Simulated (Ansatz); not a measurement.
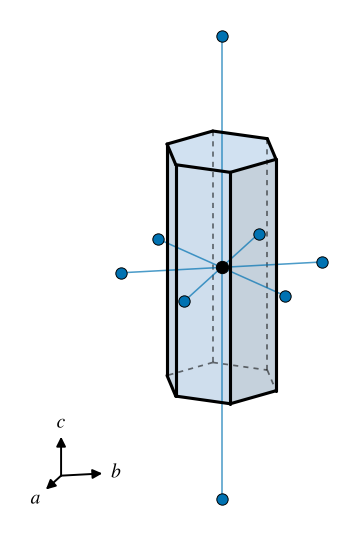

The Wigner–Seitz cell of the crystal's lattice, with lines to the lattice points that define its faces. Crystal: Mg₂ZnO₃, the input geometry of an electronic-structure calculation (not necessarily at equilibrium). Geometry calculated from the standardised cell; symmetry tolerance 0.002 Å.

a = 2.991 Å, b = 2.991 Å, c = 7.306 Å, α = 90.00°, β = 90.00°, γ = 120.00°; space group P-3m1, No. 164.

Q: What is the cell's combinatorial type?

A: A hexagonal prism: 8 faces (6 with 4 edges, 2 with 6 edges), 18 edges, 12 vertices. Its volume is that of the primitive cell, 56.6 Å³.

Q: Which lattice vectors do the faces bisect?

A:
```tsv
example	length (Å)	faces	edges of each	area (Å²)
a + b	2.99	6	4	12.6
c	7.31	2	6	7.7
```
